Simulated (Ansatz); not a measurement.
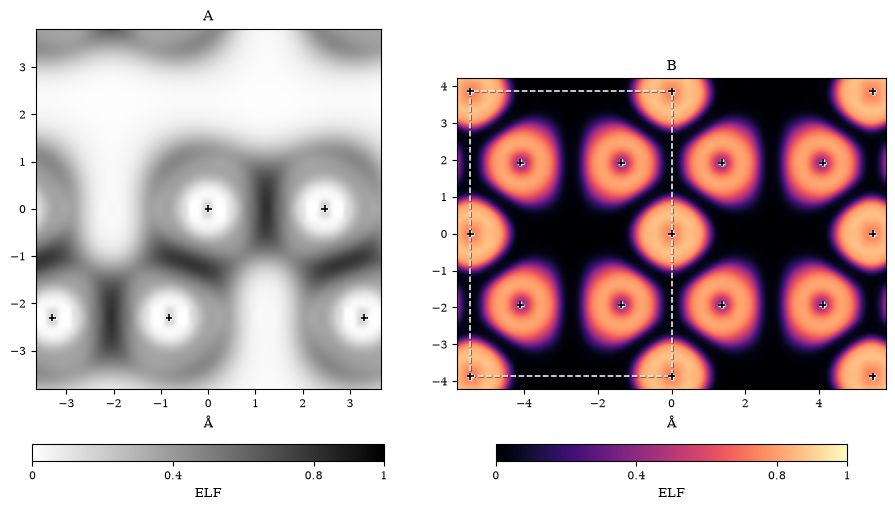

The electron localisation function of 2 systems, each on a plane through atoms (crosses mark nuclei in the plane).

Level of theory: DFT r2SCAN, scalar-relativistic, plane waves, PAW in Ansatz 0.2.0.

System 1: CaF₂, the (110) plane of the conventional cell. Space group Fm-3m.

```yaml
crystal:
  lattice:
    - [5.46250, 0.00000, 0.00000]
    - [0.00000, 5.46250, 0.00000]
    - [0.00000, 0.00000, 5.46250]
  atoms:
    - { symbol: Ca, position: [0.00000, 0.50000, 0.50000] }
    - { symbol: Ca, position: [0.50000, 0.00000, 0.50000] }
    - { symbol: Ca, position: [0.50000, 0.50000, 0.00000] }
    - { symbol: Ca, position: [0.00000, 0.00000, 0.00000] }
    - { symbol: F, position: [0.25000, 0.75000, 0.75000] }
    - { symbol: F, position: [0.75000, 0.25000, 0.75000] }
    - { symbol: F, position: [0.75000, 0.75000, 0.25000] }
    - { symbol: F, position: [0.25000, 0.25000, 0.25000] }
    - { symbol: F, position: [0.75000, 0.25000, 0.25000] }
    - { symbol: F, position: [0.25000, 0.75000, 0.25000] }
    - { symbol: F, position: [0.25000, 0.25000, 0.75000] }
    - { symbol: F, position: [0.75000, 0.75000, 0.75000] }
```

System 2: Ge, the (110) plane of the conventional cell. Space group P6₃/mmc; a structure from a database of computed crystals, not necessarily the ambient phase.

```
CELL_PARAMETERS angstrom
3.99759 0.00000 0.00000
-1.99879 3.46201 0.00000
0.00000 0.00000 6.59938
ATOMIC_POSITIONS crystal
Ge 0.66667 0.33333 0.06290
Ge 0.33333 0.66667 0.56290
Ge 0.66667 0.33333 0.43710
Ge 0.33333 0.66667 0.93710
```

Which map belongs to which system?

Answer. Panel A is system 2, Ge: the plane holds Ge. Ge–Ge (2.45 Å): the ELF peaks at about 0.80 between the atoms (a shared electron pair). Panel B is system 1, CaF₂: the plane holds Ca and F. Ca–F (2.37 Å): the ELF is about 0.05 at the midpoint: an ionic contact with no shared pair.
